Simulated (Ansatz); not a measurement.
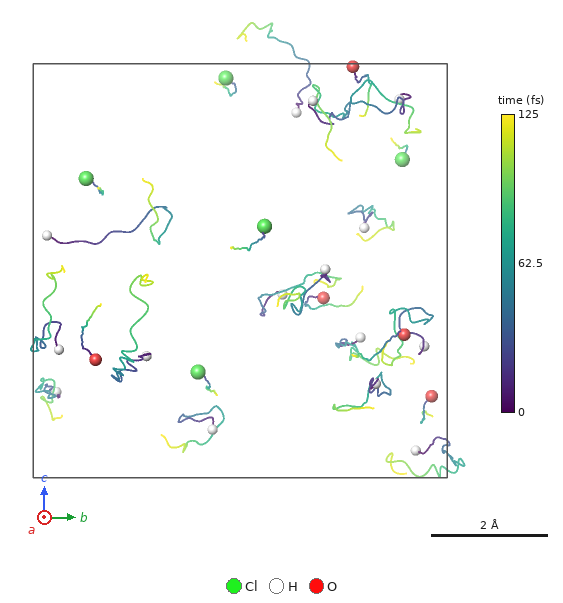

A Born-Oppenheimer molecular dynamics run of a periodic cell with 5 HCl + 5 H2O at 1.241 g/cm³, 125 fs long. Lines trace each atom's path, coloured by time; spheres stand at the starting positions. Seen along the a axis in the simulation cell.

All numbers below come from Ansatz 0.2.0, DFT PBE-D3(BJ), scalar-relativistic, plane waves, PAW. Run with plane-wave cutoff 420 eV; k-point mesh 1 × 1 × 1; Fermi-Dirac smearing 0.02 eV; Langevin thermostat (NVT); set temperature 1000 K; time step 0.5 fs; friction 0.02 per fs.

Input
```yaml
crystal:
  lattice:
    - [7.143305, 0.0, 0.0]
    - [0.0, 7.143305, 0.0]
    - [0.0, 0.0, 7.143305]
  atoms:
    - { symbol: Cl, position: [0.02350428, 0.46525715, 0.96565923] }
    - { symbol: H, position: [0.01778643, 0.63576438, 0.88226222] }
    - { symbol: Cl, position: [0.00197439, -0.10834488, 0.76880114] }
    - { symbol: H, position: [0.05272619, -0.20021087, 0.6036743] }
    - { symbol: Cl, position: [0.40882105, 0.39804505, 0.25538265] }
    - { symbol: H, position: [0.29320633, 0.43320709, 0.11620681] }
    - { symbol: Cl, position: [0.66651904, 0.55875458, 0.60750369] }
    - { symbol: H, position: [0.62265736, 0.70545158, 0.50334615] }
    - { symbol: Cl, position: [0.48148094, 0.12764077, 0.72307638] }
    - { symbol: H, position: [0.55676047, 0.03315707, 0.58529284] }
    - { symbol: O, position: [0.89023827, 0.15037751, 0.28522389] }
    - { symbol: H, position: [0.82892554, 0.27357643, 0.29371579] }
    - { symbol: H, position: [0.78502707, 0.06185429, 0.30933683] }
    - { symbol: O, position: [0.57246063, 0.89658379, 0.34579353] }
    - { symbol: H, position: [0.44523398, 0.94481557, 0.31769969] }
    - { symbol: H, position: [0.59752481, 0.82791939, 0.22687403] }
    - { symbol: O, position: [0.08649878, 0.70116659, 0.43439639] }
    - { symbol: H, position: [0.13522943, 0.79049942, 0.33876276] }
    - { symbol: H, position: [0.18011742, 0.60234968, 0.44270664] }
    - { symbol: O, position: [0.53877859, 0.77230453, 0.99323297] }
    - { symbol: H, position: [0.54300918, 0.88487397, 0.91399976] }
    - { symbol: H, position: [0.58997291, 0.67574992, 0.91081012] }
    - { symbol: O, position: [0.21151572, -0.03729389, 0.19696849] }
    - { symbol: H, position: [0.10755726, 0.05549265, 0.20730355] }
    - { symbol: H, position: [0.21624263, -0.07586216, 0.06562055] }
basis:
  ecutwfc: 420.0
kpoints:
  mp_grid: { grid: [1, 1, 1] }
hamiltonian:
  xc: pbe
  dispersion: d3bj
scf:
  occupations: { method: fermi_dirac, width: 0.02 }
  lower_state_search: "off"
md:
  timestep: 0.5
  n_steps: 250
  ensemble: nvt_langevin
  temperature: 1000.0
  initial_velocities: maxwell_boltzmann
  seed: 975907
  friction: 0.02
```

Launched with:
```bash
ansatz run input.yaml --threads 1 --pin off --max-ram 3072MiB --backend cpu --events-out ev --progress --plain --runs-dir out
```

Question: What do the traces tell about the motion?

Answer: Root-mean-square distances from the starting positions over the second half, with the common drift of all atoms taken out: H 1.02 Å, O 0.75 Å, Cl 0.51 Å. The heavy atoms stay within a fraction of a molecule's size of their starting places; so short a run doesn't tell a liquid from a solid. Bond changes: 2 H–O bonds form between 99 fs and 113 fs; one Cl–H bond forms at about 120 fs; one H–O bond breaks at about 123 fs. Over the second half the temperature averages 1102 K (spread ±176 K). The potential energy in the second half lies on average 121 meV per atom above the first frame.

Limits of the set-up: the periodic images lie only 7.1 Å apart, so the values are limited by the cell's size.

The run took 9.4 min on 1 thread of Intel(R) Xeon(R) Platinum 8259CL CPU @ 2.50GHz (Skylake/Cascade Lake) (shared host), peak memory 0.48 GiB.
